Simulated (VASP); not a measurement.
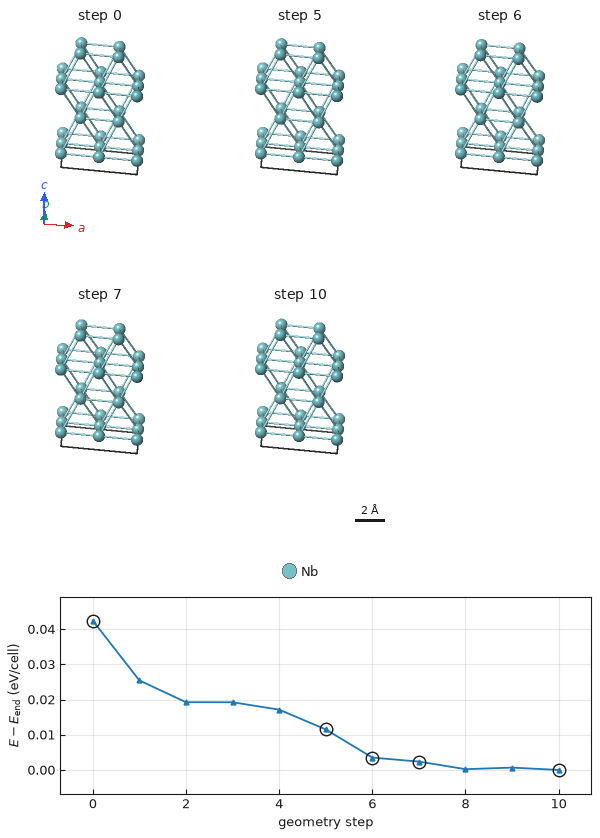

Frames of a relaxation of a slab of composition Nb, marked on the history of the run. A ball-and-stick model of the 2 × 2 repeat of the cell, outlined in the plane, without the vacuum, seen from a free direction.

The run lets the atoms move in a fixed cell. 1 atoms are held fixed.

The calculation used Kohn-Sham DFT of a periodic cell, PBEsol, VASP PAW PBE potentials, recommended in VASP.

Input file:
```
SYSTEM = Nb
ALGO = Normal ; DIPOL = 0.5 0.5 0.500
EDIFF = 1E-6 ; EDIFFG = -0.02
ENCUT = 520 ; GGA = PS
IBRION = 2 ; IDIPOL = 3
ISIF = 2 ; ISMEAR = 1
KPAR = 2 ; LASPH = .True.
LCHARG = .False. ; LDIPOL = .True.
LREAL = .False. ; LWAVE = .False.
NELM = 120 ; NSW = 90
PREC = Accurate ; SIGMA = 0.1
```

Launched with:
```bash
cat potpaw_PBE.64/Nb_sv/POTCAR > POTCAR
mpirun -np 2 vasp_std > vasp.out
```

Describe the path.

Answer. The atom that moves furthest is a Nb atom (0.18 Å along the normal (−c)). The lattice vectors keep their values. Some distances before and after: Nb–Nb 2.832 → 2.752 Å, Nb–Nb 3.270 → 3.200 Å, Nb–Nb 2.832 → 2.850 Å, Nb–Nb 3.270 → 3.286 Å. Among the angles between lasting bonds that change: Nb–Nb–Nb 70.5° → 72.9°. After 10 geometry steps the energy has fallen by 42.4 meV per cell of the calculation. The largest force component goes from 0.39 to 0.013 eV/Å. It ran on 2 threads of AMD EPYC 9R14 (Zen 4), on a shared host. From step 0 to 5: a Nb atom moves most (0.07 Å), energy −30.9 meV per cell of the calculation. From step 5 to 6: a Nb atom moves most (0.05 Å), energy −8.0 meV per cell of the calculation. From step 6 to 7: a Nb atom moves most (0.10 Å), energy −1.1 meV per cell of the calculation. From step 7 to 10: a Nb atom moves most (0.05 Å), energy −2.4 meV per cell of the calculation.
